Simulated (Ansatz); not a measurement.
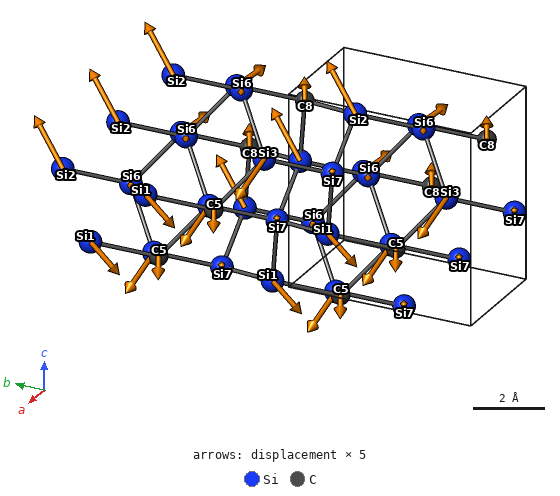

This is a relaxation of a crystal of Si₃C (set up in Pmc2_1). The starting structure is drawn; orange arrows show the displacements (the part carried along by the change of the cell is left out), 5 times their true length.

The picture is a ball-and-stick view of the cell of the calculation, repeated 2 × 2 × 1 with one cell outlined, seen from a free direction.

Case: 2 of 8 Si sites taken by C, cell and atoms relaxed.

Computed with DFT r2SCAN, scalar-relativistic, plane waves, PAW (Ansatz). Settings: plane-wave cutoff 500 eV; k-point mesh 8 × 6 × 6; occupations gaussian; smearing width 0.02 eV; no spin polarisation; cell and atoms relaxed; force threshold 0.015 eV/Å; at most 60 steps.

What happened in the run?

Answer. The largest moves relative to the cell, 0.35 Å, are those of Si atoms. By element the largest moves are Si 0.35 Å, C 0.15 Å. The drawn cell changes as follows: a 3.500 → 3.408 Å (−2.6 %), b 5.799 → 5.681 Å (−2.0 %), c 6.062 → 6.043 Å (−0.3 %); the volume changes by −4.9 %. Some distances before and after: Si–Si 3.500 → 3.090 Å, C–Si 2.169 → 1.934 Å, C–Si 2.149 → 1.918 Å, Si–Si 2.149 → 2.337 Å. Among the angles between lasting bonds that change: Si–Si–Si 109.9° → 94.9°, Si–Si–Si 109.1° → 96.6°, C–Si–C 109.1° → 118.5°. The space group stays Pmc2_1 (No. 26). The energy falls by 428 meV per atom in 5 accepted moves (6 points after the start). Largest force component: 4.1 eV/Å at the start, 0.0053 eV/Å at the end. Pressure: 3.70 GPa at the start and −0.06 GPa at the end. The SCF was repeated once at an unchanged geometry on a basis and grid sized afresh for the cell, which shifted the energy by 0.1 meV per atom at most.
